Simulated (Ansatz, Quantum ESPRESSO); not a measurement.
# Evanescent states of MgO, rock salt type, lattice constant set to 4.029 Å, part 2 of 4

Aim: how fast states decay in the gap of MgO, rock salt type, lattice constant set to 4.029 Å.

Quantum ESPRESSO 7.5; plane-wave DFT, LDA, GBRV ultrasoft pseudopotentials; cross-check by Ansatz 0.2.0 with PAW datasets.

So far. Step 2 (Self-consistent run): The run needed 9 iterations to bring the estimated error under 1e-09 Ry.

## 3. Complex band structure

Level of this step: complex band structure by pwcond; plane-wave DFT, LDA, GBRV ultrasoft pseudopotentials (Quantum ESPRESSO).

ikind = 0 solves one period of the crystal for all kz, real and complex, at each energy and k across. ewind and epsproj trim the two-dimensional plane-wave basis; nz1 sets the subslabs.

File cbs.in:

```
&inputcond
  outdir = './out'
  prefixl = 'scf'
  band_file = 'cbs'
  ikind = 0
  ewind = 4.0
  epsproj = 1e-05
  nz1 = 7
  energy0 = 7.44
  denergy = -0.24
/
4
  0.00000000 0.00000000 1.00000000
  0.50000000 0.00000000 1.00000000
  0.50000000 0.50000000 1.00000000
  0.25000000 0.00000000 1.00000000
40
```

The run is started by

```
> OMP_NUM_THREADS=1 mpirun -n 2 pwcond.x -in cbs.in > cbs.out
```

The log of the run:

```text
[banner, memory and clock lines left out]
Program PWCOND v.7.5 starts

          URL

     ./out/scf.save/

     IMPORTANT: XC functional enforced from input :
     Exchange-correlation= PZ
                           (   1   1   0   0   0   0   0)
     Any further DFT definition will be discarded
     Please, verify this is what you really want

     Check: negative core charge=   -0.000004
     Reading collected, re-writing distributed wavefunctions

===== INPUT FILE containing the left lead =====

     GEOMETRY:

     lattice parameter (alat)  =       5.3837  a.u.
     the volume                =     220.6777 (a.u.)^3
     the cross section         =      28.9843 (a.u.)^2
     l of the unit cell        =       1.4142 (alat)
     number of atoms/cell      =            4
     number of atomic types    =            2

     crystal axes: (cart. coord. in units of alat)
               a(1) = (  1.0000  0.0000  0.0000 )
               a(2) = (  0.0000  1.0000  0.0000 )
               a(3) = (  0.0000  0.0000  1.4142 )

   Cartesian axes

     site n.     atom                  positions (alat units)
          1        Mg     tau(  1)=(  0.0000  0.0000  1.4142  )
          2        O      tau(  2)=(  0.5000  0.5000  1.4142  )
          3        Mg     tau(  3)=(  0.5000  0.5000  0.7071  )
          4        O      tau(  4)=(  0.0000  0.0000  0.7071  )

     nr1s                      =           24
     nr2s                      =           24
     nr3s                      =           32
     nr1sx                     =           24
     nr2sx                     =           24
     nr3sx                     =           32
     nr1                       =           25
     nr2                       =           25
     nr3                       =           36
     nr1x                      =           25
     nr2x                      =           25
     nr3x                      =           36

 _______________________________
  Radii of nonlocal spheres:

     type       ibeta     ang. mom.          radius (alat units)
       Mg         1         0                    0.2813
       Mg         2         0                    0.2813
       Mg         3         0                    0.2813
       Mg         4         1                    0.2813
       Mg         5         1                    0.2813
       Mg         6         2                    0.2813
       Mg         7         2                    0.2813
       O          1         0                    0.2327
       O          2         0                    0.2327
       O          3         1                    0.2327
       O          4         1                    0.2327
       O          5         2                    0.2327
----- General information -----

----- Complex band structure calculation -----

     nrx                       =           24
     nry                       =           24
     nz1                       =            7

     energy0               =         7.4E+00
     denergy               =        -2.4E-01
     nenergy               =         40
     ecut2d                =         4.0E+01
     ewind                 =         4.0E+00
     epsproj               =         1.0E-05

     number of k_|| points=    4
                       cryst. coord.
        k(    1) = (   0.0000000   0.0000000), wk =   0.2500000
        k(    2) = (   0.5000000   0.0000000), wk =   0.2500000
        k(    3) = (   0.5000000   0.5000000), wk =   0.2500000
        k(    4) = (   0.2500000   0.0000000), wk =   0.2500000
----- Information about left lead -----

     nocros                   =           32
     noins                    =           32
     norb                     =           96
     norbf                    =           96
     nrz                      =           32

      iorb      type   ibeta   ang. mom.   m       position (alat)
        1        1       1        0        1   taunew(   1)=(  0.0000  0.0000  0.0000)
        2        1       2        0        1   taunew(   2)=(  0.0000  0.0000  0.0000)
        3        1       3        0        1   taunew(   3)=(  0.0000  0.0000  0.0000)
        4        1       4        1        1   taunew(   4)=(  0.0000  0.0000  0.0000)
        5        1       4        1        2   taunew(   5)=(  0.0000  0.0000  0.0000)
        6        1       4        1        3   taunew(   6)=(  0.0000  0.0000  0.0000)
        7        1       5        1        1   taunew(   7)=(  0.0000  0.0000  0.0000)
        8        1       5        1        2   taunew(   8)=(  0.0000  0.0000  0.0000)
        9        1       5        1        3   taunew(   9)=(  0.0000  0.0000  0.0000)
       10        1       6        2        1   taunew(  10)=(  0.0000  0.0000  0.0000)
       11        1       6        2        2   taunew(  11)=(  0.0000  0.0000  0.0000)
       12        1       6        2        3   taunew(  12)=(  0.0000  0.0000  0.0000)
       13        1       6        2        4   taunew(  13)=(  0.0000  0.0000  0.0000)
       14        1       6        2        5   taunew(  14)=(  0.0000  0.0000  0.0000)
       15        1       7        2        1   taunew(  15)=(  0.0000  0.0000  0.0000)
       16        1       7        2        2   taunew(  16)=(  0.0000  0.0000  0.0000)
       17        1       7        2        3   taunew(  17)=(  0.0000  0.0000  0.0000)
       18        1       7        2        4   taunew(  18)=(  0.0000  0.0000  0.0000)
       19        1       7        2        5   taunew(  19)=(  0.0000  0.0000  0.0000)
       20        2       1        0        1   taunew(  20)=(  0.5000  0.5000  0.0000)
       21        2       2        0        1   taunew(  21)=(  0.5000  0.5000  0.0000)
       22        2       3        1        1   taunew(  22)=(  0.5000  0.5000  0.0000)
       23        2       3        1        2   taunew(  23)=(  0.5000  0.5000  0.0000)
       24        2       3        1        3   taunew(  24)=(  0.5000  0.5000  0.0000)
       25        2       4        1        1   taunew(  25)=(  0.5000  0.5000  0.0000)
       26        2       4        1        2   taunew(  26)=(  0.5000  0.5000  0.0000)
       27        2       4        1        3   taunew(  27)=(  0.5000  0.5000  0.0000)
       28        2       5        2        1   taunew(  28)=(  0.5000  0.5000  0.0000)
       29        2       5        2        2   taunew(  29)=(  0.5000  0.5000  0.0000)
       30        2       5        2        3   taunew(  30)=(  0.5000  0.5000  0.0000)
       31        2       5        2        4   taunew(  31)=(  0.5000  0.5000  0.0000)
       32        2       5        2        5   taunew(  32)=(  0.5000  0.5000  0.0000)
       33        1       1        0        1   taunew(  33)=(  0.5000  0.5000  0.7071)
       34        1       2        0        1   taunew(  34)=(  0.5000  0.5000  0.7071)
       35        1       3        0        1   taunew(  35)=(  0.5000  0.5000  0.7071)
       36        1       4        1        1   taunew(  36)=(  0.5000  0.5000  0.7071)
       37        1       4        1        2   taunew(  37)=(  0.5000  0.5000  0.7071)
       38        1       4        1        3   taunew(  38)=(  0.5000  0.5000  0.7071)
       39        1       5        1        1   taunew(  39)=(  0.5000  0.5000  0.7071)
       40        1       5        1        2   taunew(  40)=(  0.5000  0.5000  0.7071)
       41        1       5        1        3   taunew(  41)=(  0.5000  0.5000  0.7071)
       42        1       6        2        1   taunew(  42)=(  0.5000  0.5000  0.7071)
       43        1       6        2        2   taunew(  43)=(  0.5000  0.5000  0.7071)
       44        1       6        2        3   taunew(  44)=(  0.5000  0.5000  0.7071)
       45        1       6        2        4   taunew(  45)=(  0.5000  0.5000  0.7071)
       46        1       6        2        5   taunew(  46)=(  0.5000  0.5000  0.7071)
       47        1       7        2        1   taunew(  47)=(  0.5000  0.5000  0.7071)
       48        1       7        2        2   taunew(  48)=(  0.5000  0.5000  0.7071)
       49        1       7        2        3   taunew(  49)=(  0.5000  0.5000  0.7071)
       50        1       7        2        4   taunew(  50)=(  0.5000  0.5000  0.7071)
       51        1       7        2        5   taunew(  51)=(  0.5000  0.5000  0.7071)
       52        2       1        0        1   taunew(  52)=(  0.0000  0.0000  0.7071)
       53        2       2        0        1   taunew(  53)=(  0.0000  0.0000  0.7071)
       54        2       3        1        1   taunew(  54)=(  0.0000  0.0000  0.7071)
       55        2       3        1        2   taunew(  55)=(  0.0000  0.0000  0.7071)
       56        2       3        1        3   taunew(  56)=(  0.0000  0.0000  0.7071)
       57        2       4        1        1   taunew(  57)=(  0.0000  0.0000  0.7071)
       58        2       4        1        2   taunew(  58)=(  0.0000  0.0000  0.7071)
       59        2       4        1        3   taunew(  59)=(  0.0000  0.0000  0.7071)
       60        2       5        2        1   taunew(  60)=(  0.0000  0.0000  0.7071)
       61        2       5        2        2   taunew(  61)=(  0.0000  0.0000  0.7071)
       62        2       5        2        3   taunew(  62)=(  0.0000  0.0000  0.7071)
       63        2       5        2        4   taunew(  63)=(  0.0000  0.0000  0.7071)
       64        2       5        2        5   taunew(  64)=(  0.0000  0.0000  0.7071)
       65        1       1        0        1   taunew(  65)=(  0.0000  0.0000  1.4142)
       66        1       2        0        1   taunew(  66)=(  0.0000  0.0000  1.4142)
       67        1       3        0        1   taunew(  67)=(  0.0000  0.0000  1.4142)
       68        1       4        1        1   taunew(  68)=(  0.0000  0.0000  1.4142)
       69        1       4        1        2   taunew(  69)=(  0.0000  0.0000  1.4142)
       70        1       4        1        3   taunew(  70)=(  0.0000  0.0000  1.4142)
       71        1       5        1        1   taunew(  71)=(  0.0000  0.0000  1.4142)
       72        1       5        1        2   taunew(  72)=(  0.0000  0.0000  1.4142)
       73        1       5        1        3   taunew(  73)=(  0.0000  0.0000  1.4142)
       74        1       6        2        1   taunew(  74)=(  0.0000  0.0000  1.4142)
       75        1       6        2        2   taunew(  75)=(  0.0000  0.0000  1.4142)
       76        1       6        2        3   taunew(  76)=(  0.0000  0.0000  1.4142)
       77        1       6        2        4   taunew(  77)=(  0.0000  0.0000  1.4142)
       78        1       6        2        5   taunew(  78)=(  0.0000  0.0000  1.4142)
       79        1       7        2        1   taunew(  79)=(  0.0000  0.0000  1.4142)
       80        1       7        2        2   taunew(  80)=(  0.0000  0.0000  1.4142)
       81        1       7        2        3   taunew(  81)=(  0.0000  0.0000  1.4142)
       82        1       7        2        4   taunew(  82)=(  0.0000  0.0000  1.4142)
       83        1       7        2        5   taunew(  83)=(  0.0000  0.0000  1.4142)
       84        2       1        0        1   taunew(  84)=(  0.5000  0.5000  1.4142)
       85        2       2        0        1   taunew(  85)=(  0.5000  0.5000  1.4142)
       86        2       3        1        1   taunew(  86)=(  0.5000  0.5000  1.4142)
       87        2       3        1        2   taunew(  87)=(  0.5000  0.5000  1.4142)
       88        2       3        1        3   taunew(  88)=(  0.5000  0.5000  1.4142)
       89        2       4        1        1   taunew(  89)=(  0.5000  0.5000  1.4142)
       90        2       4        1        2   taunew(  90)=(  0.5000  0.5000  1.4142)
       91        2       4        1        3   taunew(  91)=(  0.5000  0.5000  1.4142)
       92        2       5        2        1   taunew(  92)=(  0.5000  0.5000  1.4142)
       93        2       5        2        2   taunew(  93)=(  0.5000  0.5000  1.4142)
       94        2       5        2        3   taunew(  94)=(  0.5000  0.5000  1.4142)
       95        2       5        2        4   taunew(  95)=(  0.5000  0.5000  1.4142)
       96        2       5        2        5   taunew(  96)=(  0.5000  0.5000  1.4142)
 ngper, shell number =           97          16
 ngper, n2d =           97          49
---  E-Ef =    7.4400000  k =    0.0000000   0.0000000
---  ie =          1  ik =          1
 Nchannels of the left tip =            1
 Right moving states:
   k1(2pi/a)   k2(2pi/a)   E-Ef (eV)
   0.2710616  -0.0000000   7.4400000
 Left moving states:
   k1(2pi/a)   k2(2pi/a)   E-Ef (eV)
  -0.2710620  -0.0000000   7.4400000

---  E-Ef =    7.2000000  k =    0.0000000   0.0000000
---  ie =          2  ik =          1
 Nchannels of the left tip =            1
 Right moving states:
   k1(2pi/a)   k2(2pi/a)   E-Ef (eV)
   0.2410280   0.0000000   7.2000000
 Left moving states:
   k1(2pi/a)   k2(2pi/a)   E-Ef (eV)
  -0.2410283  -0.0000000   7.2000000
[... further energies and points left out ...]
---  E-Ef =   -1.6800000  k =    0.2500000   0.0000000
---  ie =         39  ik =          4
 Nchannels of the left tip =            1
 Right moving states:
   k1(2pi/a)   k2(2pi/a)   E-Ef (eV)
   0.3636585  -0.0000000  -1.6800000
 Left moving states:
   k1(2pi/a)   k2(2pi/a)   E-Ef (eV)
  -0.3636585  -0.0000000  -1.6800000

---  E-Ef =   -1.9200000  k =    0.2500000   0.0000000
---  ie =         40  ik =          4
 Nchannels of the left tip =            1
 Right moving states:
   k1(2pi/a)   k2(2pi/a)   E-Ef (eV)
   0.3161093  -0.0000000  -1.9200000
 Left moving states:
   k1(2pi/a)   k2(2pi/a)   E-Ef (eV)
  -0.3161093  -0.0000000  -1.9200000

Note: The following floating-point exceptions are signalling: IEEE_UNDERFLOW_FLAG IEEE_DENORMAL
Note: The following floating-point exceptions are signalling: IEEE_UNDERFLOW_FLAG IEEE_DENORMAL
```

Wall time 31 s (2 MPI ranks of Intel Xeon at 2.60GHz (Ice Lake), shared host); peak memory 0.12 GiB.

Numbers from this step:

```
peak of the smallest κ at the zone centre : 0.396 Å⁻¹
energy of the peak at the zone centre     : 2.88 eV
```

K across = (0, 0) in the cell's reciprocal vectors; values within 0.0025 1/Å of each other count once, columns are sorted by size at each energy, a dash where no further value was kept. The Im kz of the slowest decaying states by energy, zero at the highest filled level of the SCF mesh:

```csv
energy (eV),decay 1 (Å⁻¹),decay 2 (Å⁻¹),decay 3 (Å⁻¹)
-0.96,1.07,1.63,2.09
0.00,0.018,1.06,1.55
0.96,0.294,0.607,1.04
1.92,0.371,0.772,1.02
2.88,0.396,0.862,0.997
4.08,0.372,0.923,0.956
5.04,0.3,0.917,0.947
6.00,0.096,0.87,0.902
6.96,0.745,0.816,0.952
```

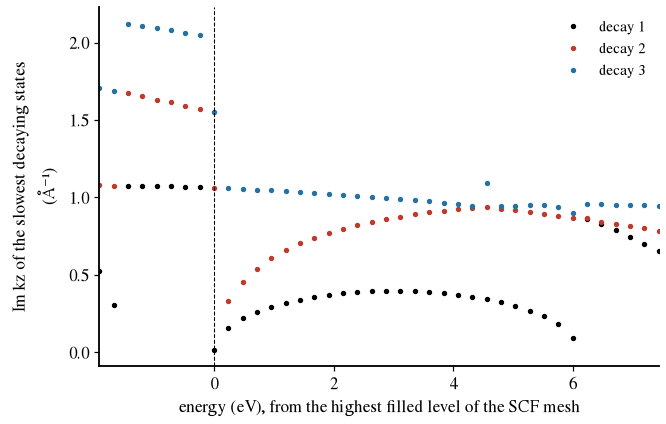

Im kz of the slowest decaying states, plotted against energy.

K across = (0, 0) in the cell's reciprocal vectors. Re kz of states that move upwards against energy, zero at the highest filled level of the SCF mesh:

```csv
energy (eV),channel 1 (Å⁻¹),channel 2 (Å⁻¹),channel 3 (Å⁻¹)
-1.92,-0.561,-,-
-1.44,-0.462,0.305,0.305
-0.72,-0.688,-0.688,-0.303
-0.24,-0.363,-0.363,-0.166
0.00,-0.0396,-0.0396,-
0.24,-,-,-
0.72,-,-,-
1.44,-,-,-
1.92,-,-,-
2.40,-,-,-
3.12,-,-,-
3.60,-,-,-
4.08,-,-,-
4.80,-,-,-
5.28,-,-,-
5.76,-,-,-
6.24,0.128,-,-
6.96,0.326,-,-
7.44,0.423,-,-
```

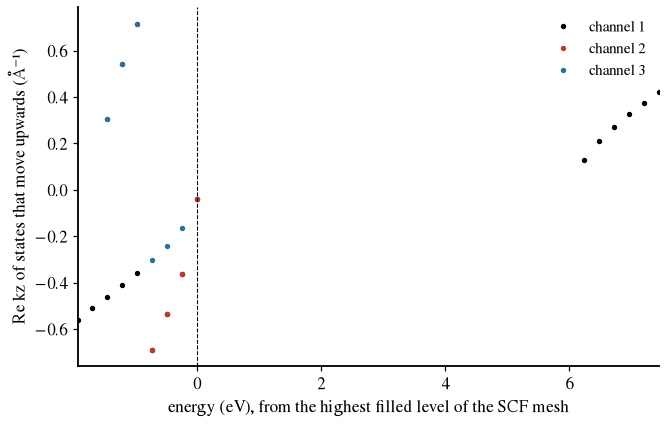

Re kz of states that move upwards against energy.

K across = (1/2, 0) in the cell's reciprocal vectors; values within 0.0025 1/Å of each other count once, columns are sorted by size at each energy, a dash where no further value was kept. The Im kz of the slowest decaying states by energy, zero at the highest filled level of the SCF mesh:

```csv
energy (eV),decay 1 (Å⁻¹),decay 2 (Å⁻¹),decay 3 (Å⁻¹)
-1.92,1.58,1.74,2.43
-1.44,1.44,1.7,2.42
-0.72,0.154,1.02,-
-0.24,0.34,1.45,-
0.00,0.396,1.54,1.58
0.24,0.441,1.56,1.61
0.72,0.51,1.53,1.73
1.44,0.581,1.47,1.89
1.92,0.614,1.44,2.02
2.40,0.636,1.41,2.18
3.12,0.655,1.36,2.17
3.60,0.659,1.33,2.16
4.08,0.655,1.3,2.15
4.80,0.638,1.26,2.01
5.28,0.619,1.23,1.90
5.76,0.592,1.20,1.82
6.24,0.557,1.18,1.75
6.96,0.486,1.13,1.67
7.44,0.422,1.11,1.62
```

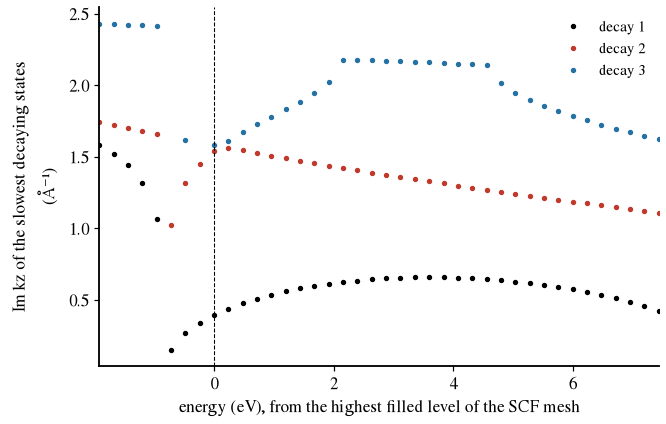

Im kz of the slowest decaying states, plotted against energy.

K across = (1/2, 1/2) in the cell's reciprocal vectors; values within 0.0025 1/Å of each other count once, columns are sorted by size at each energy, a dash where no further value was kept. Table of Im kz of the slowest decaying states by energy, zero at the highest filled level of the SCF mesh:

```csv
energy (eV),decay 1 (Å⁻¹),decay 2 (Å⁻¹),decay 3 (Å⁻¹)
-1.92,2.64,2.72,3.07
-1.20,0.257,0.366,2.62
-0.48,0.412,0.547,2.59
0.00,0.472,0.61,2.58
0.24,0.495,0.634,2.57
0.96,0.545,0.685,2.54
1.68,0.575,0.717,2.52
2.40,0.59,0.735,2.49
3.12,0.593,0.743,2.45
3.84,0.587,0.743,2.41
4.56,0.571,0.736,2.37
5.28,0.546,0.721,2.33
6.00,0.511,0.7,2.29
6.72,0.463,0.671,2.25
7.44,0.398,0.635,2.21
```

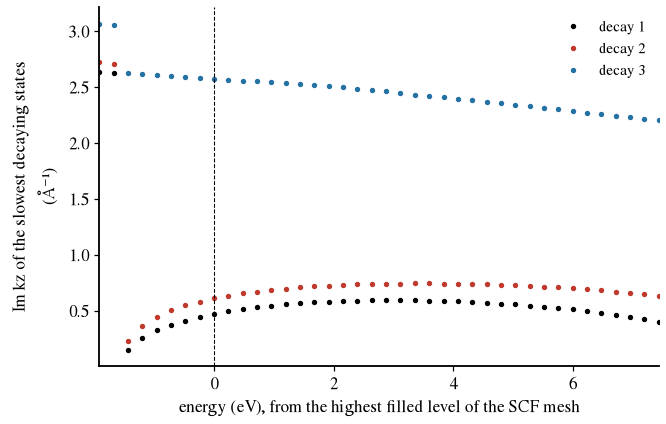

Im kz of the slowest decaying states against energy.

K across = (1/4, 0) in the cell's reciprocal vectors; values within 0.0025 1/Å of each other count once, columns are sorted by size at each energy, a dash where no further value was kept. Table of Im kz of the slowest decaying states by energy, zero at the highest filled level of the SCF mesh:

```csv
energy (eV),decay 1 (Å⁻¹),decay 2 (Å⁻¹),decay 3 (Å⁻¹)
-0.96,0.199,1.33,2.04
0.00,0.319,0.409,1.27
0.96,0.51,0.786,1.22
1.92,0.603,0.943,1.17
2.88,0.652,1.03,1.13
4.08,0.671,1.07,1.10
5.04,0.658,1.02,1.13
6.00,0.617,0.967,1.15
6.96,0.537,0.907,1.16
```

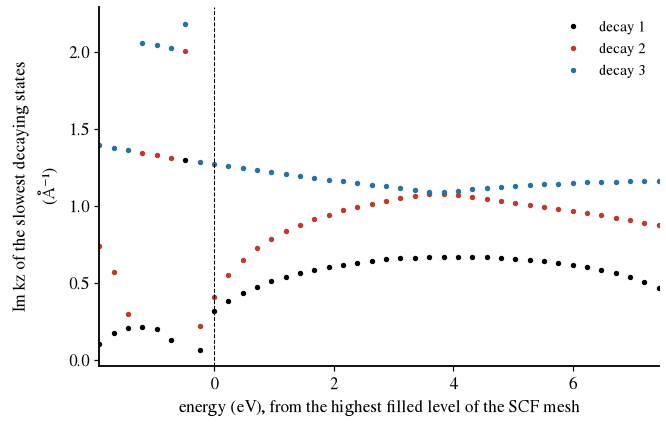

Im kz of the slowest decaying states against energy.

The program's own clock; routines nest. Time by routine:

```csv
routine,wall time (s),calls
PWCOND,29.93,1
scatter_forw,17.06,160
compbs,12.06,160
compbs_2,11.18,160
init,0.61,1
local,0.18,4
poten,0.14,1
```

(Part 2 of 4 ends here.)

[Logs are printed without paths, hosts, clocks, repeated set-up lines and the standing remarks that a program may print on its own settings, such as how far it seeks lower states.]

[Hosts, paths, dates, database ids (printed as entryN), source tags and the programs' standing remarks are cut or masked in the printed files.]

[Maps of the electrostatic potential energy from Ansatz leave out the sawtooth potential of an applied field or a dipole correction, so their vacuum need not be flat; planar profiles and work functions include it.]
